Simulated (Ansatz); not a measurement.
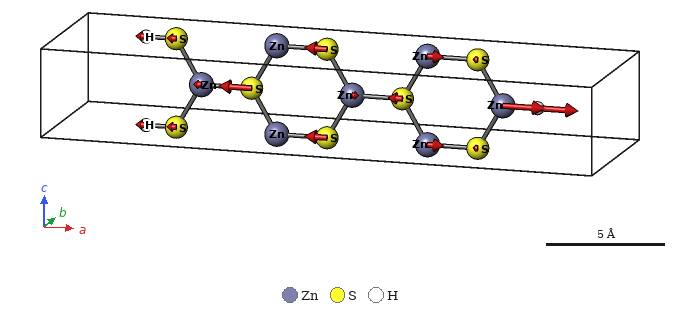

A relaxation of a wire of composition Zn₅H₂S₅. The starting structure is drawn; red arrows show the displacements (the part carried along by the change of the cell is left out), 20 times their true length.

A ball-and-stick model of the cell of the calculation, with the vacuum cut short, seen slightly off an axis.

Case: zigzag ribbon, 5 formula units a period, edges capped with H, edge spins opposed.

The calculation used DFT PBE, scalar-relativistic, plane waves, PAW in Ansatz 0.2.0. Set-up: plane-wave cutoff 420 eV; k-point mesh 1 × 1 × 14; occupations gaussian; smearing width 0.05 eV; collinear spin; cell relaxed at fixed a, b, alpha, beta, gamma; force threshold 0.02 eV/Å; at most 45 steps.

Q: What did the optimiser do to the structure, and how much energy did it gain?

A: The largest move relative to the centre of the atoms is that of a Zn atom, 0.095 Å. By element the largest moves are Zn 0.095 Å, H 0.092 Å, S 0.075 Å. Along the periodic axis the drawn cell goes c 3.886 → 3.904 Å (+0.5 %). Among the contacts that change: S–Zn 2.244 → 2.306 Å, S–Zn 2.244 → 2.188 Å, S–Zn 2.244 → 2.253 Å. Among the angles between lasting bonds that change: S–Zn–S 120.0° → 115.6°, Zn–S–Zn 120.0° → 115.6°, S–Zn–S 120.0° → 117.1°. The energy falls by 0.110 eV per cell of the calculation in 3 accepted moves (4 points after the start). The largest force component goes from 0.85 to 0.015 eV/Å. At 1 point the geometry stayed and the basis and grid were re-selected for the new cell (energy shift of 0.5 meV per cell of the calculation at most each time). The program noted that the starting moments weren't kept.
